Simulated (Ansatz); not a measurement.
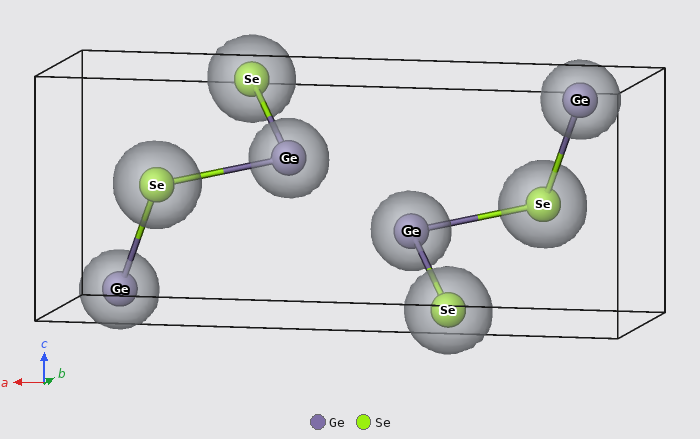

Figure 1: GeSe. Isosurface of the valence electron density at 1 e/Å³ (grey), seen at an oblique angle. Sticks mark near contacts.

Space group Pnma; started from the measured structure prototype, which need not be the ambient phase.

Level of theory: DFT, HSE06, plane waves, PAW in Ansatz 0.2.0.

How is the density connected at this value?

Answer. At this value the density breaks into separate islands; it holds about 70 % of the electrons treated as valence (semicore included). It bridges none of the near contacts. It is pinched off along the shortest Ge–Se (2.56 Å) contacts. On the grid the lowest density along these lines, outside the cores, is 0.43 e/Å³ (Ge–Se, 2.56 Å).

Metal or insulator at this level of theory?

Answer. It is gapped, with a Kohn–Sham gap of 1.3 eV on the k-point mesh, an upper bound to the gap of this method.
